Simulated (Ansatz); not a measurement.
Single-point calculation, with input and output: PtSe2

The run: single-point calculation of PtSe2 (slab, 3 atoms in the cell). Method and program: DFT PBE+D3(BJ), scalar-relativistic, plane waves, PAW, no spin polarisation (Ansatz 0.2.0).

The structure derives from an entry of the Crystallography Open Database. Figures and captions count atoms from 1; the log counts them from 0 in places.

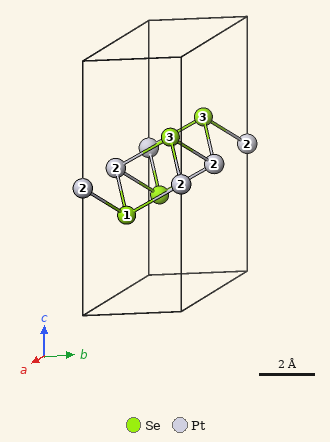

**Figure 1.** The structure as given in the input (ball-and-stick view of the 2 × 1 repeat of the cell, with the vacuum cut short, seen slightly off an axis; atoms are numbered from 1 in the order of the input). Near neighbours in the crystal (not all of them lie inside the picture): Se has 3 Pt at 2.52 Å; Pt has 6 Se at 2.52 Å.

Input
```yaml
crystal:
  lattice:
    - [3.7069017834, 0.0, 0.0]
    - [-1.8534508917, 3.2102711138, 0.0]
    - [0.0, 0.0, 31.1215005317]
  atoms:
    - { symbol: Se, position: [0.6666666667, 0.3333333333, 0.4574342086] }
    - { symbol: Pt, position: [0.0, 0.0, 0.5] }
    - { symbol: Se, position: [0.3333333333, 0.6666666667, 0.5425657914] }
  periodic: [true, true, false]
basis:
  ecutwfc: 420
kpoints:
  mp_grid: { grid: [9, 9, 1] }
  band_path: { path: [VBM, CBM], npoints: 2 }
hamiltonian:
  xc: pbe
  dispersion: d3bj
scf:
  occupations: { method: gaussian, width: 0.02 }
output:
  forces: true
  stress: true
  eigenvalues: true
```

Hardware: 4 threads of Arm Neoverse V2, 24 GiB of memory available, shared host.

Launched with:
```bash
ansatz run input.yaml --threads 4 --pin off --max-ram 10240MiB --backend cpu --events-out ev --progress --plain --runs-dir out
```

Output
```
Engine: ansatz 0.2.0, aarch64-unknown-linux-gnu
Pseudopotentials: kind: paw
Pseudopotential: Se, paw, valence charge 16, recommended cutoff 420 eV (normal), Se.paw.azcp
Pseudopotential: Pt, paw, valence charge 18, recommended cutoff 420 eV (normal), Pt.paw.azcp
Functional definition: PBE
  parameter kappa = 0.804
  parameter beta = 0.06672455060314922
  exchange = pbe_x(kappa = kappa, mu = beta*pi^2/3)
  correlation = pbe_c(beta = beta)
Crystal: 3 atoms, lattice volume = 370.351 Å³
Basis set: ecut = 420 eV, 7293 PW (Γ), exchange–correlation on 50×50×432 points (8 copies of the dense FFT grid, shifted against one another)
Bands: 30, of which v1, the nominal top of the filled ones, is band 25 counted from 1 (24 counted from 0)
Symmetry: 12 space group operations
Space group: P-3m1 (ITA 164), of the structure as read, at distance tolerance 7.2e-5 Å
k-points: 12 of 81
Non-local potential: Se, projectors of the file, l = 0: 2, l = 1: 2, l = 2: 3, l = 3: 1
Non-local potential: Pt, projectors of the file, l = 0: 3, l = 1: 2, l = 2: 2, l = 3: 1
PAW form: soft (Blöchl's): semilocal exchange-correlation on the pseudo side does not see the compensation charge
PAW one-centre angular grid: Se, 590 points (default); XC on 64 Gauss nodes
PAW one-centre angular grid: Pt, 590 points (default); XC on 64 Gauss nodes
Initial density: superposition of atomic densities (neutral atoms: chi_scale 0, normalization atom), corrected by the library's trained network
Initial wavefunctions: pseudopotential atomic-orbital guess
Functional: x = pbe(κ = 0.804, μ = 0.2195149727645171), c = pbe(β = 0.06672455060314922)
SCF iter   1: F=—  HF=-23463.253043 eV  |F-HF|=—  |Δ(HF+E_count)|=         —  Δρ=1.38e-3  dr2=7.88e-3  ethr=1.77e-3  ⟨swp⟩=14.1  Hψ=2260  notcnv=0
preconditioner: auto → Resta (q_TF=auto, 1.954 Å⁻¹)  ε∞=1.9  [insulator: Δε(μ)=1.373 eV  Ē_g=9.350 eV  σ=0.020 eV  W_gap=1.00  n_scr=18 (ndim 8)  ℏωp=9.1 eV  f_vac=0.798  D(μ)=0.00/eV (n_scr^D=0)  ε∞_Penn≈1.9  vacuum switching on, ρ_ref=6.3e-3 e/Å³]
SCF iter   2: F=—  HF=-23463.246889 eV  |F-HF|=—  |Δ(HF+E_count)|=   6.15e-3  Δρ=1.02e-3  dr2=7.28e-3  ethr=1.58e-5  ⟨swp⟩=4.4  Hψ=1123  notcnv=0  defer=12
SCF iter   3: F=—  HF=-23463.245787 eV  |F-HF|=—  |Δ(HF+E_count)|=   1.10e-3  Δρ=4.17e-4  dr2=3.41e-4  ethr=1.46e-5  ⟨swp⟩=2.4  Hψ=489  notcnv=0  defer=12
SCF iter   4: F=—  HF=-23463.246038 eV  |F-HF|=—  |Δ(HF+E_count)|=   2.50e-4  Δρ=7.87e-5  dr2=1.98e-5  ethr=6.82e-7  ⟨swp⟩=3.2  Hψ=753  notcnv=0  defer=12
SCF iter   5: F=—  HF=-23463.246133 eV  |F-HF|=—  |Δ(HF+E_count)|=   9.57e-5  Δρ=3.10e-5  dr2=2.23e-6  ethr=3.97e-8  ⟨swp⟩=3.1  Hψ=700  notcnv=0  defer=12
SCF iter   6: F=—  HF=-23463.246135 eV  |F-HF|=—  |Δ(HF+E_count)|=   2.13e-6  Δρ=6.08e-6  dr2=1.60e-7  ethr=4.46e-9  ⟨swp⟩=3.8  Hψ=856  notcnv=0  defer=12
SCF iter   7: F=-23463.246135 eV  HF=-23463.246135 eV  |F-HF|=3.93e-8  |Δ(HF+E_count)|=   6.71e-8  Δρ=2.33e-6  dr2=1.56e-8  ethr=2.00e-10  ⟨swp⟩=17.2  Hψ=1955  notcnv=0
SCF 1 converged in 7 iterations: F = -23463.246135 eV  dr2 = 1.56e-8
  greatest PAW one-centre occupation: 1.000 electrons in one spin orbital (limit 2), on the Pt atom at site 1 (counted from 0), in its partial waves of l = 0
NSCF: frozen V_eff on 7 k-points
NSCF: frozen V_eff on 7 k-points
NSCF: frozen V_eff on 5 k-points
NSCF: frozen V_eff on 3 k-points
NSCF: frozen V_eff on 7 k-points
NSCF: frozen V_eff on 4 k-points
NSCF: frozen V_eff on 4 k-points
NSCF: frozen V_eff on 4 k-points
NSCF: frozen V_eff on 7 k-points
NSCF: frozen V_eff on 4 k-points
NSCF: frozen V_eff on 4 k-points
NSCF: frozen V_eff on 3 k-points
SCF converged after 7 iterations
Free energy (F): -23463.246135 eV
Harris-Foulkes:  -23463.246135 eV  (|F-HF|=3.93e-8)
Internal energy: -23463.246135 eV  (E = F + TS)
E sigma→0 (E₀):  -23463.246135 eV
Fermi energy:    -4.971300 eV
--- Per-component energies (eV) ---
  E_band       = -1846.793075
  E_kinetic    = 873.331265
  E_local      = -129193.894082  (includes V_loc(G=0)·N_el)
  E_nonlocal   = -990.959812
  E_hartree    = 63908.151751
  E_xc         = -469.804289
  E_vxc        = -498.644685  (∫ρ·V_xc dr)
  E_paw        = -13277.691484  (= ΣΔE_a)
  E_vpaw       = 147.052008  (= ΣTr[D̂ρ^β])
  E_aug_tail   = -0.000978  (compensation charges beyond the density's cutoff)
  E_ewald      = 55688.517150
  E_disp       = -0.895656  (pairwise vdW)
  E_smearing   = -0.000000  (= −TS)
  E_closure    = -0.000000  (closes the sum)
  Σ components = -23463.246135   (vs F -23463.246135, Δ=0.00e0)
--- Forces (eV/Å), atoms counted from 1 ---
  atom   1  Se     0.00000000     0.00000000     0.00071497
  atom   2  Pt    -0.00000000    -0.00000000     0.00000000
  atom   3  Se    -0.00000000    -0.00000000    -0.00071497
  max |Σ_I F_I| component: 2.10e-30 eV/Å
--- 2D stress c σ (N/m, compression-positive) ---
       -0.003678      -0.000000       0.000000
       -0.000000      -0.003678      -0.000000
        0.000000       0.000000       0.000000
  P = ½ c Tr σ = -0.0037 N/m
--- Band table (eV; the first three rows and the last of 12) ---
  k-point 0: bands = ["-104.1166", "-58.3386", "-58.3386", "-58.2914", "-53.0266", "-53.0266", "-53.0250", "-53.0250", "-52.9938", "-52.9938", "-52.9910", "-52.9910", "-52.9798", "-52.9794", "-19.6964", "-17.9319", "-10.8075", "-10.7421", "-10.7421", "-8.5273", "-8.5273", "-6.9555", "-6.3262", "-5.6523", "-5.6523", "-2.6882", "-2.6882", "-1.1459 (-1.1460°)", "-0.4440", "-0.0657"]
  k-point 1: bands = ["-104.1165", "-58.3398", "-58.3389", "-58.2913", "-53.0265", "-53.0265", "-53.0252", "-53.0250", "-52.9937", "-52.9936", "-52.9913", "-52.9911", "-52.9798", "-52.9794", "-19.5634", "-17.9382", "-10.7716", "-10.6710", "-10.6641", "-8.7233", "-8.6181", "-7.3468", "-6.1077", "-5.7512", "-5.6557", "-3.4743", "-2.8729", "-0.7210 (-0.7212°)", "-0.2426", "0.4643"]
  k-point 2: bands = ["-104.1165", "-58.3429", "-58.3398", "-58.2910", "-53.0263", "-53.0261", "-53.0257", "-53.0250", "-52.9934", "-52.9930", "-52.9921", "-52.9913", "-52.9796", "-52.9793", "-19.1961", "-17.9579", "-10.7870", "-10.4833", "-10.3322", "-9.4203", "-8.7398", "-7.8428", "-6.0817", "-5.9021", "-5.8787", "-4.2900", "-3.0896", "-0.0173 (-0.0176°)", "0.1409", "0.4307"]
  k-point 11: bands = ["-104.1163", "-58.3462", "-58.3462", "-58.2905", "-53.0262", "-53.0258", "-53.0258", "-53.0246", "-52.9941", "-52.9921", "-52.9921", "-52.9914", "-52.9793", "-52.9793", "-18.0319", "-18.0319", "-10.9321", "-10.5591", "-10.5591", "-9.1278", "-9.1278", "-8.1849", "-7.9608", "-6.6336", "-6.6336", "-3.8759", "-3.8759", "0.3945", "2.4585", "2.4585"]
  ° read free of the cell's end (the report's vacuum.weakly_bound_levels)
```

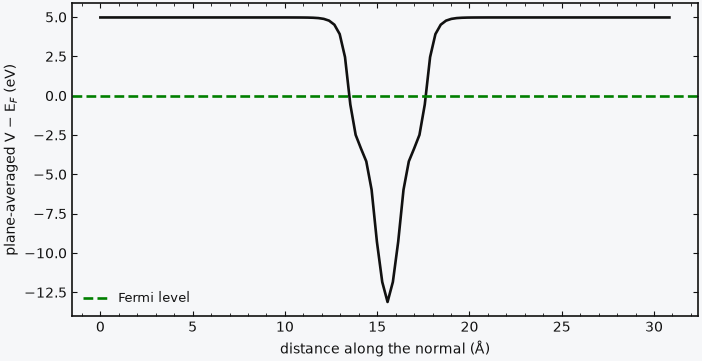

**Figure 2.** Plane average of the electrostatic potential energy of an electron across the cell, from the Fermi level. The vacuum level lies 4.97 eV above the Fermi level.

Key numbers

```json
{"quantity": "outcome", "value": "converged"}
{"quantity": "electrons treated", "value": "50"}
{"quantity": "free energy", "value": "−23463.2461 eV"}
{"quantity": "work function, top face", "value": "4.97 eV"}
{"quantity": "work function, bottom face", "value": "4.97 eV"}
{"quantity": "Fermi energy", "value": "−4.971 eV"}
{"quantity": "gap on the k-point mesh", "value": "1.36 eV"}
{"quantity": "gap on the band path", "value": "1.35 eV"}
{"quantity": "work function (upper face)", "value": "4.97 eV"}
{"quantity": "largest force (length of the vector)", "value": "0.001 eV/Å"}
{"quantity": "wall time", "value": "5.2 s (CPU time 18 s)"}
{"quantity": "peak memory", "value": "0.72 GiB"}
```

Spin–orbit coupling is left out, which matters for Pt.
